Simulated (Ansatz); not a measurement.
Geometry relaxation, with input and output: W16S33 (charge −2) (part 5 of 5)

Continued. System: W16S33 (defect cell, 49 atoms in the cell, total charge −2). Method: DFT PBE+D3(BJ), scalar-relativistic, plane waves, PAW, no spin polarisation (Ansatz 0.2.0); cutoff 420 eV, 2×2×2 k-mesh, Gaussian smearing of 0.01 eV. The structure derives from a Materials Project entry. It belongs to a series of runs on one base structure; here: S interstitial, charge -2, atoms relaxed at the host's cell.

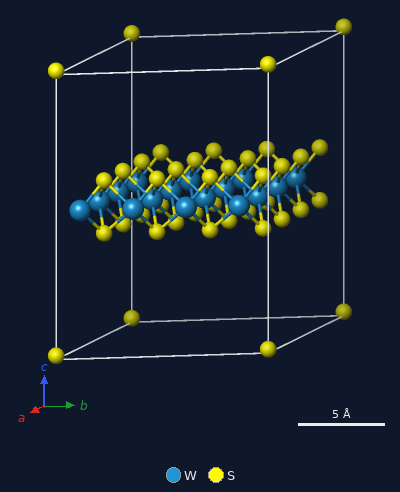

The geometry at step 3 of the log (ball-and-stick view of the cell of the calculation, with the vacuum cut short, seen slightly off an axis).

## Trajectory as extended XYZ, continued
```
49
Lattice="6.3194 -10.9456 0.0000 6.3194 10.9456 0.0000 0.0000 0.0000 16.9395" Properties=species:S:1:pos:R:3:forces:R:3 step=3 energy=-195971.77385
W     4.7385   -6.3803    0.0000   -0.0025   0.0100   0.0000
W     3.1632   -3.6518    0.0000    0.0074  -0.0072   0.0000
W     1.5826   -0.9137    0.0000    0.0082  -0.0047   0.0000
W     6.3194   -9.1182    0.0000    0.0000   0.0094   0.0000
W     6.3194   -3.6485    0.0000    0.0000   0.0000   0.0000
W     4.7441   -0.9135    0.0000    0.0099  -0.0028   0.0000
W     3.1630    1.8262    0.0000   -0.0061  -0.0035   0.0000
W     7.9004   -6.3803    0.0000    0.0025   0.0100   0.0000
W     7.8947   -0.9135    0.0000   -0.0099  -0.0028   0.0000
W     6.3194    1.8252    0.0000    0.0000   0.0098   0.0000
W     4.7403    4.5602    0.0000    0.0085  -0.0049   0.0000
W     9.4757   -3.6518    0.0000   -0.0074  -0.0072   0.0000
W     9.4759    1.8262    0.0000    0.0061  -0.0035   0.0000
W     7.8985    4.5602    0.0000   -0.0085  -0.0049   0.0000
W     6.3194    7.2933    0.0000    0.0000   0.0071   0.0000
W    11.0563   -0.9137    0.0000   -0.0082  -0.0047   0.0000
S     6.3194   -7.2938   15.3601    0.0000   0.0006  -0.0002
S     4.7406   -4.5601   15.3543    0.0037   0.0021   0.0025
S     3.1625   -1.8259   15.3601    0.0005  -0.0003  -0.0002
S     1.5808    0.9127   15.3617   -0.0004  -0.0002   0.0073
S     7.8983   -4.5601   15.3543   -0.0037   0.0021   0.0025
S     6.3194   -1.8254   15.3543    0.0000  -0.0042   0.0025
S     4.7415    0.9120   15.3567    0.0008   0.0029  -0.0007
S     3.1605    3.6502   15.3567    0.0029  -0.0008  -0.0007
S     9.4763   -1.8259   15.3601   -0.0005  -0.0003  -0.0002
S     7.8974    0.9120   15.3567   -0.0008   0.0029  -0.0007
S     6.3194    3.6485   15.3551    0.0000   0.0000   0.0045
S     4.7385    6.3834   15.3567    0.0021  -0.0021  -0.0007
S    11.0581    0.9127   15.3617    0.0004  -0.0002   0.0073
S     9.4783    3.6502   15.3567   -0.0029  -0.0008  -0.0007
S     7.9003    6.3834   15.3567   -0.0021  -0.0021  -0.0007
S     6.3194    9.1203   15.3617    0.0000   0.0004   0.0073
S     6.3194   -7.2938    1.5794    0.0000   0.0006   0.0002
S     4.7406   -4.5601    1.5852    0.0037   0.0021  -0.0025
S     3.1625   -1.8259    1.5794    0.0005  -0.0003   0.0002
S     1.5808    0.9127    1.5777   -0.0004  -0.0002  -0.0073
S     7.8983   -4.5601    1.5852   -0.0037   0.0021  -0.0025
S     6.3194   -1.8254    1.5852    0.0000  -0.0042  -0.0025
S     4.7415    0.9120    1.5827    0.0008   0.0029   0.0007
S     3.1605    3.6502    1.5827    0.0029  -0.0008   0.0007
S     9.4763   -1.8259    1.5794   -0.0005  -0.0003   0.0002
S     7.8974    0.9120    1.5827   -0.0008   0.0029   0.0007
S     6.3194    3.6485    1.5844    0.0000   0.0000  -0.0045
S     4.7385    6.3834    1.5827    0.0021  -0.0021   0.0007
S    11.0581    0.9127    1.5777    0.0004  -0.0002  -0.0073
S     9.4783    3.6502    1.5827   -0.0029  -0.0008   0.0007
S     7.9003    6.3834    1.5827   -0.0021  -0.0021   0.0007
S     6.3194    9.1203    1.5777    0.0000   0.0004  -0.0073
S     0.0000    0.0000    8.4697    0.0000   0.0000   0.0000
```

## Key numbers

| quantity | value |
| --- | --- |
| outcome | converged |
| electrons treated | 424 |
| free energy | −195971.7739 eV |
| Fermi energy | 2.727 eV |
| gap on the k-point mesh | none (metallic) |
| final volume | 2343.40 Å³ |
| largest force (length of the vector) at the end | 0.010 eV/Å |
| hardware | 4 threads of Oxide Virtual Turin-like (Zen 5), 32 GiB of memory available, shared host |
| wall time | 5.7 min (CPU time 21 min) |
| peak memory | 8.2 GiB |

## Notes

Notes on the run: the exchange-correlation potential is rough where the density is thin. The cell is charged and computed with a neutralising background, so its energy and pressure depend on the cell and aren't those of a real crystal. Spin–orbit coupling is left out, which matters for W.
